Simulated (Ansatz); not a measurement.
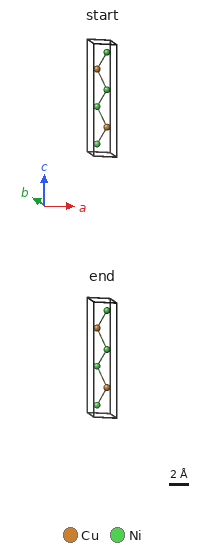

The structure of crystalline CuNi₂ (a generated structure, set up in P6_3/mmc) (coarse preliminary run) before (top) and after (bottom) a relaxation, at one scale.

The picture is a ball-and-stick view of the cell of the calculation, seen slightly off an axis.

The calculation used DFT PBE, scalar-relativistic, plane waves, PAW in Ansatz.

Input file:
```yaml
crystal:
  lattice:
    - [2.49765736, 0.0, 0.0]
    - [-1.24882868, 2.16303472, 0.0]
    - [0.0, 0.0, 12.16901124]
  atoms:
    - { symbol: Cu, position: [0.33333333, 0.66666667, 0.75] }
    - { symbol: Cu, position: [0.66666667, 0.33333333, 0.25] }
    - { symbol: Ni, position: [0.33333333, 0.66666667, 0.08333333], spin: 2.0 }
    - { symbol: Ni, position: [0.33333333, 0.66666667, 0.41666667], spin: 2.0 }
    - { symbol: Ni, position: [0.66666667, 0.33333333, 0.91666667], spin: 2.0 }
    - { symbol: Ni, position: [0.66666667, 0.33333333, 0.58333333], spin: 2.0 }
basis:
  ecutwfc: 420
kpoints:
  mp_grid: { grid: [6, 6, 2] }
hamiltonian:
  xc: pbe
scf:
  occupations: { method: gaussian, width: 0.1 }
  lower_state_search: "off"
output:
  forces: true
  stress: true
  eigenvalues: true
  populations: true
magnetization:
  spin_polarized: true
relax:
  adjacent_minimum: "off"
  f_tol: 0.04
  max_steps: 70
  cell: { stress_tol: 0.4 }
```

Run as
```bash
ansatz run input.yaml --threads 1 --pin off --max-ram 2560MiB --backend cpu --events-out ev --progress --plain --runs-dir out
```

What changed between the two?

Answer. After 3 accepted moves (4 points after the start) the energy has fallen by 66.8 meV per cell of the calculation. The largest force component goes from 0.43 to 0.021 eV/Å. Pressure: 4.49 GPa at the start and 0.09 GPa at the end. The SCF was repeated once at an unchanged geometry on a basis and grid sized afresh for the cell, which shifted the energy by 0.7 meV per cell of the calculation at most. The largest moves relative to the cell, 0.034 Å, are those of Ni3, Ni4, Ni5 and Ni6. Ni4 goes along +c. Cu stays in place. The drawn cell changes as follows: a = b 2.498 → 2.499 Å (+0.1 %), c 12.169 → 12.461 Å (+2.4 %); the volume changes by +2.5 %. Some distances before and after: Cu1–Ni5 2.489 → 2.557 Å, Ni3–Ni5 2.489 → 2.473 Å. The space group stays P6_3/mmc (No. 194). The run took 39 s on 1 thread of Intel(R) Xeon(R) Platinum 8488C (Sapphire Rapids) (shared host), peak memory 0.51 GiB.

Limits of the set-up: the k-point mesh is coarse for a cell with partly filled bands.
